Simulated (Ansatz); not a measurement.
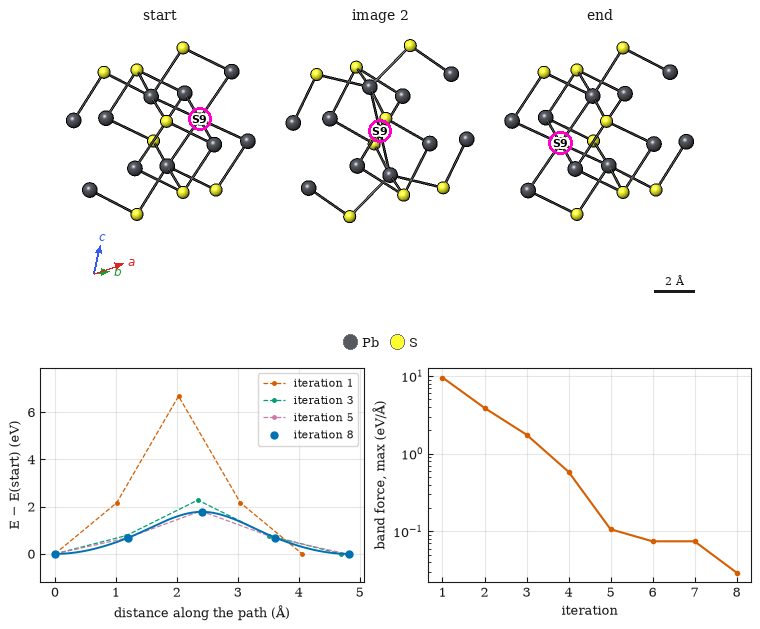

A search for the minimum-energy path of a defect cell of composition Pb8S7 with an S vacancy (15 atoms in the cell) by the nudged elastic band. Images are numbered from 0 (start) to 4 (end). The plot follows the band through its iterations. A ball-and-stick model of the atoms within 5.1 Å of the middle of the path, seen from a free direction. The moving atom is ringed, with any periodic copies. Bonds to atoms that aren't drawn are left out.

The calculation used DFT PBE+D3(BJ), scalar-relativistic, plane waves, PAW in Ansatz 0.2.0.

The input:
```yaml
crystal:
  lattice:
    - [8.3902637511, 0.0, 0.0]
    - [4.1951318755, 7.2661815529, 0.0]
    - [4.1951318755, 2.4220605176, 6.855971249]
  atoms:
    - { symbol: Pb, position: [0.5110348328, 0.5110348328, 0.4669005574] }
    - { symbol: Pb, position: [0.0058248071, 0.5162178679, 0.4721856565] }
    - { symbol: Pb, position: [0.5162178679, 0.0058248071, 0.4721856565] }
    - { symbol: Pb, position: [0.5161276971, 0.5161276971, 0.9618079625] }
    - { symbol: Pb, position: [0.005842794, 0.005842794, 0.4720985413] }
    - { symbol: Pb, position: [0.0059363908, 0.5161413842, 0.9617271111] }
    - { symbol: Pb, position: [0.5161413842, 0.0059363908, 0.9617271111] }
    - { symbol: Pb, position: [0.011013715, 0.011013715, 0.9669491683] }
    - { symbol: S, position: [0.2611794091, 0.7612185242, 0.7164235151] }
    - { symbol: S, position: [0.7612185242, 0.2611794091, 0.7164235151] }
    - { symbol: S, position: [0.761177902, 0.761177902, 0.2164558297] }
    - { symbol: S, position: [0.2611779049, 0.2611779049, 0.7164241431] }
    - { symbol: S, position: [0.2611873768, 0.7611790087, 0.2164548377] }
    - { symbol: S, position: [0.7611790087, 0.2611873768, 0.2164548377] }
    - { symbol: S, position: [0.2611411134, 0.2611411134, 0.2165793733] }
basis:
  ecutwfc: 420
kpoints:
  mp_grid: { grid: [6, 6, 4] }
hamiltonian:
  xc: pbe
  dispersion: d3bj
scf:
  occupations: { method: gaussian, width: 0.05 }
output:
  forces: true
neb:
  images: 3
  f_tol: 0.05
  max_iterations: 60
  order_check: false
  final_atoms:
    - { symbol: Pb, position: [0.5058247474, 0.5162180134, 0.4721854344] }
    - { symbol: Pb, position: [0.0110349862, 0.5110349862, 0.46690033] }
    - { symbol: Pb, position: [0.505842822, 0.005842822, 0.4720984316] }
    - { symbol: Pb, position: [0.5059361627, 0.5161415099, 0.9617273041] }
    - { symbol: Pb, position: [0.0162180134, 0.0058247474, 0.4721854344] }
    - { symbol: Pb, position: [0.0161276947, 0.5161276947, 0.9618080739] }
    - { symbol: Pb, position: [0.5110135558, 0.0110135558, 0.966949437] }
    - { symbol: Pb, position: [0.0161415099, 0.0059361627, 0.9617273041] }
    - { symbol: S, position: [-0.2388205892, 0.7612184573, 0.7164235637] }
    - { symbol: S, position: [0.7611779217, 0.2611779217, 0.7164241914] }
    - { symbol: S, position: [0.7611874337, 0.7611789904, 0.2164548268] }
    - { symbol: S, position: [0.2612184573, 0.2611794108, 0.7164235637] }
    - { symbol: S, position: [0.2611778852, 0.7611778852, 0.2164558097] }
    - { symbol: S, position: [0.7611411368, 0.2611411368, 0.2165792847] }
    - { symbol: S, position: [0.2611789904, 0.2611874337, 0.2164548268] }
  climbing: false
```

Run as
```bash
ansatz run input.yaml --threads 4 --pin off --max-ram 9216MiB --backend cpu --events-out ev --progress --plain --runs-dir out
```

Judge this run.

Answer. The run is converged, with reservations. The band converged in 8 iterations. The largest component of the band force went from 9.6 to 0.029 eV/Å. No image climbed, so the highest image needn't lie on the saddle point, and the true maximum along this path can be higher. The first iteration put the highest image at 6.68 eV. The two ends have the same energy, and the highest point, image 2, lies 1.78 eV above the start.

Limits of the set-up: the periodic images lie only 8.4 Å apart, so the values are limited by the cell's size.

The run took of the order of 40 core-minutes on a shared host.
